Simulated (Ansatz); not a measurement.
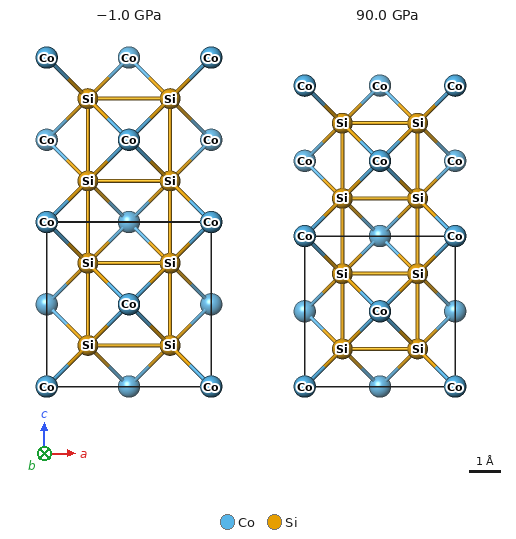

Solid CoSi$_{2}$ (set up in Fm-3m), relaxed (cell and atoms) at several target pressures. The picture shows the first and the last member. Style: ball-and-stick. Shown: the conventional cell (4 times the calculation's cell), repeated 1 × 1 × 2 with one cell outlined, along the b axis. Lengths and directions refer to the drawn axes.

Computed with Ansatz 0.2.0: DFT PBEsol, scalar-relativistic, plane waves, PAW. Settings: plane-wave cutoff 420 eV; k-point mesh 14 × 14 × 14; occupations gaussian; smearing width 0.1 eV; no spin polarisation; cell and atoms relaxed; force threshold 0.008 eV/Å.

```json
{"pressure (GPa)": "−1.0", "volume (Å³/atom)": "12.558", "a (Å)": "5.322"}
{"pressure (GPa)": "0.0", "volume (Å³/atom)": "12.494", "a (Å)": "5.313"}
{"pressure (GPa)": "1.0", "volume (Å³/atom)": "?", "a (Å)": "?"}
{"pressure (GPa)": "4.0", "volume (Å³/atom)": "12.247", "a (Å)": "5.277"}
{"pressure (GPa)": "12.0", "volume (Å³/atom)": "11.829", "a (Å)": "5.216"}
{"pressure (GPa)": "25.0", "volume (Å³/atom)": "11.276", "a (Å)": "5.134"}
{"pressure (GPa)": "50.0", "volume (Å³/atom)": "10.485", "a (Å)": "5.011"}
{"pressure (GPa)": "90.0", "volume (Å³/atom)": "9.612", "a (Å)": "4.868"}
```

Q: One row is withheld. What does the calculation give there?

A: Murnaghan's form V = V₀(1 + B′P/B₀)^(−1/B′), with V₀ = 12.494 Å³ from the row at zero pressure, fits the other rows with B₀ = 198 GPa and B′ = 3.87 (largest miss 0.009 Å³). At 1.0 GPa it gives 12.494 × (1 + 3.87 × 1.0/198)^(−1/3.87) = 12.432 Å³ per atom. The calculation gives 12.429 Å³/atom (a = 5.303 Å). The estimate is 0.003 Å³/atom too high. From the first member to the last: Si–Si 2.661 → 2.434 Å, Co–Si 2.304 → 2.108 Å.

The whole series:

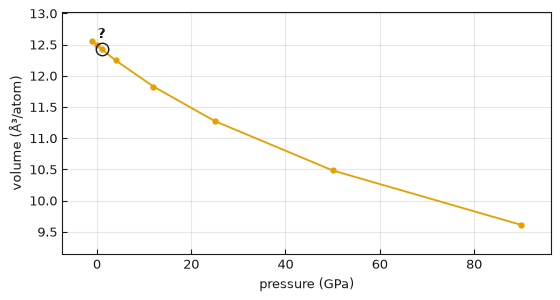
